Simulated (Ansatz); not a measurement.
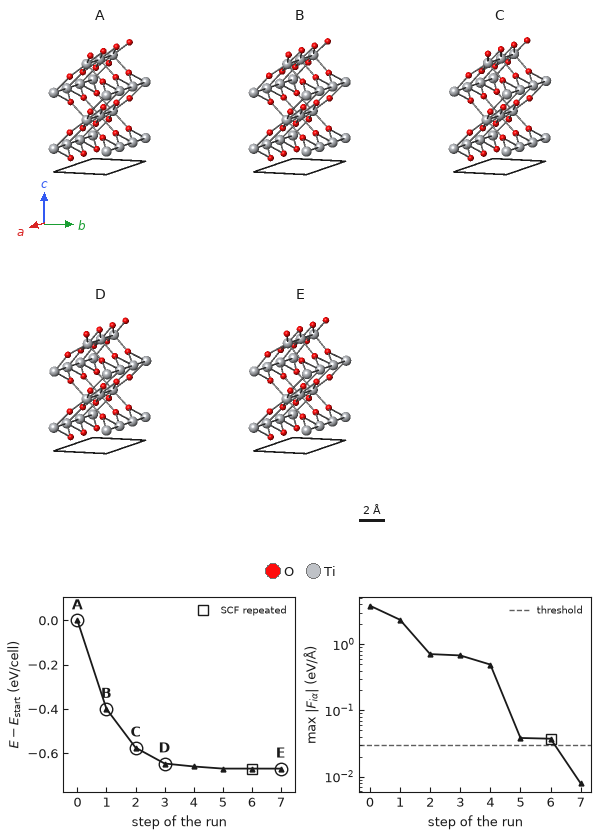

Frames of a constrained relaxation of a slab of composition TiO2 (cut from the P4_2/mnm phase), marked on the history of the run. A ball-and-stick model of the 3 × 1 repeat of the cell, outlined in the plane, without the vacuum, seen slightly off an axis.

Case: clean slab, lower half held. The slab is the (1 0 0) face of TiO2. 6 atoms are held fixed.

Method: DFT PBEsol, scalar-relativistic, plane waves, PAW (Ansatz).

Input
```yaml
crystal:
  lattice:
    - [2.9389940238, 0.0, 0.0]
    - [0.0, 4.5912476139, 0.0]
    - [0.0, 0.0, 25.6826117198]
  atoms:
    - { symbol: O, position: [0.5, 0.1955612559, 0.330963225] }
    - { symbol: Ti, position: [0.0, 0.0, 0.3659234603] }
    - { symbol: O, position: [0.5, 0.8044387441, 0.4008836956] }
    - { symbol: O, position: [0.0, 0.3044387441, 0.4203475848] }
    - { symbol: Ti, position: [0.5, 0.5, 0.4553078201] }
    - { symbol: O, position: [0.0, 0.6955612559, 0.4902680554] }
    - { symbol: O, position: [0.5, 0.1955612559, 0.5097319446] }
    - { symbol: Ti, position: [0.0, 0.0, 0.5446921799] }
    - { symbol: O, position: [0.5, 0.8044387441, 0.5796524152] }
    - { symbol: O, position: [0.0, 0.3044387441, 0.5991163044] }
    - { symbol: Ti, position: [0.5, 0.5, 0.6340765397] }
    - { symbol: O, position: [0.0, 0.6955612559, 0.669036775] }
basis:
  ecutwfc: 420
kpoints:
  mp_grid: { grid: [9, 6, 1] }
hamiltonian:
  xc: pbesol
scf:
  occupations: { method: gaussian, width: 0.05 }
output:
  forces: true
  eigenvalues: true
  write_density: true
  write_potential: true
  elf: true
  volumetric_format: npy
relax:
  adjacent_minimum: "off"
  f_tol: 0.03
  max_steps: 70
  constraints: [{ sites: [0, 1, 2, 3, 4, 5] }]
efield:
  axis: 3
  dipole_correction: true
  ramp_width: 0.04
```

Launched with:
```bash
ansatz run input.yaml --threads 2 --pin off --max-ram 5120MiB --backend cpu --events-out ev --progress --plain --runs-dir out
```

Question: What happens along the run?

Answer: Over 6 accepted moves (7 points after the start) the energy falls by 0.669 eV per cell of the calculation. Largest force component: 3.8 eV/Å at the start, 0.0079 eV/Å at the end. 1 step only repeated the SCF at the same geometry. O12 moves most: 0.32 Å at 78° to the normal (+c side). By element the largest moves are O 0.32 Å, Ti 0.10 Å. The cell stays as it was. Near-neighbour distances that change, for instance: O9–Ti11 1.977 → 1.832 Å, Ti8–O10 1.977 → 1.857 Å, Ti11–O12 1.942 → 1.834 Å, O10–Ti11 1.942 → 2.046 Å. Among the angles between lasting bonds that change: Ti11–O12–Ti11 98.3° → 106.5°, Ti11–O10–Ti11 98.3° → 91.8°, Ti8–O9–Ti8 98.3° → 95.0°. The run took 5.7 min on 2 threads of Intel(R) Xeon(R) Processor @ 2.50GHz (Skylake/Cascade Lake), with other jobs on the host, peak memory 0.76 GiB. From step 0 to 1: O12 moves most (0.17 Å), energy −0.399 eV per cell of the calculation. From step 1 to 2: O9 moves most (0.12 Å), energy −0.175 eV per cell of the calculation. From step 2 to 3: O12 moves most (0.18 Å), energy −71.6 meV per cell of the calculation. From step 3 to 7: O12 moves most (0.05 Å), energy −23.1 meV per cell of the calculation.

```json
{"step": "0", "E − E(0), meV/atom": "0.00", "largest force component, eV/Å": "3.8367", "note": ""}
{"step": "1", "E − E(0), meV/atom": "-33.28", "largest force component, eV/Å": "2.3487", "note": ""}
{"step": "2", "E − E(0), meV/atom": "-47.83", "largest force component, eV/Å": "0.7103", "note": ""}
{"step": "3", "E − E(0), meV/atom": "-53.80", "largest force component, eV/Å": "0.6782", "note": ""}
{"step": "4", "E − E(0), meV/atom": "-54.91", "largest force component, eV/Å": "0.4934", "note": ""}
{"step": "5", "E − E(0), meV/atom": "-55.71", "largest force component, eV/Å": "0.0383", "note": ""}
{"step": "6", "E − E(0), meV/atom": "-55.71", "largest force component, eV/Å": "0.0373", "note": "same geometry, SCF repeated"}
{"step": "7", "E − E(0), meV/atom": "-55.72", "largest force component, eV/Å": "0.0079", "note": ""}
```
